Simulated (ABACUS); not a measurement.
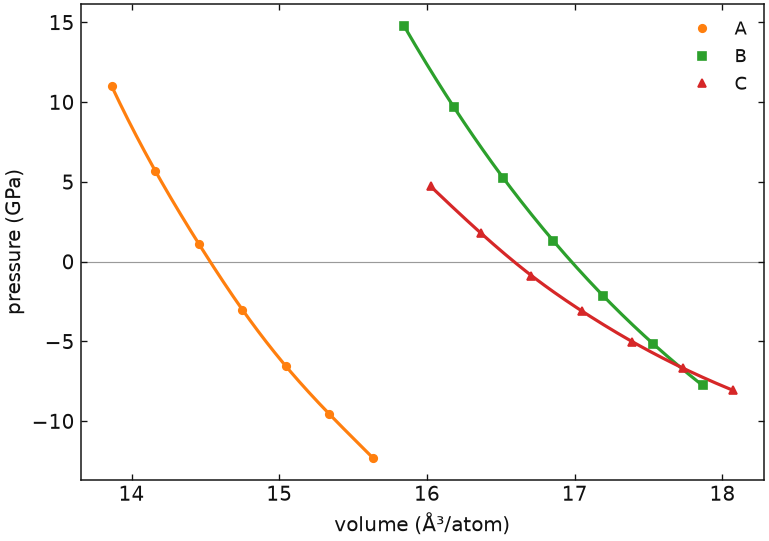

Plotted: pressure against volume, with one curve for each element, for Ag, Au and Pd (all in space group Fm-3m (No. 225)). The labels are replaced by letters.

Calculation (ABACUS 3.10.1): DFT in plane waves or numerical atomic orbitals with pseudopotentials, no spin polarisation; energies at scaled volumes of the given cell, shape and fractions fixed, counted from the fit's minimum, third-order Birch-Murnaghan fit. Level: PBEsol.

- occupations: Fermi–Dirac
- smearing width: 0.05 eV
- potentials: PseudoDojo NC SR 0.4.1 PBEsol standard

**Which letter stands for which compound?**

A: Pd; B: Au; C: Ag.

Note: spin-orbit coupling left out, heavy elements (Au).
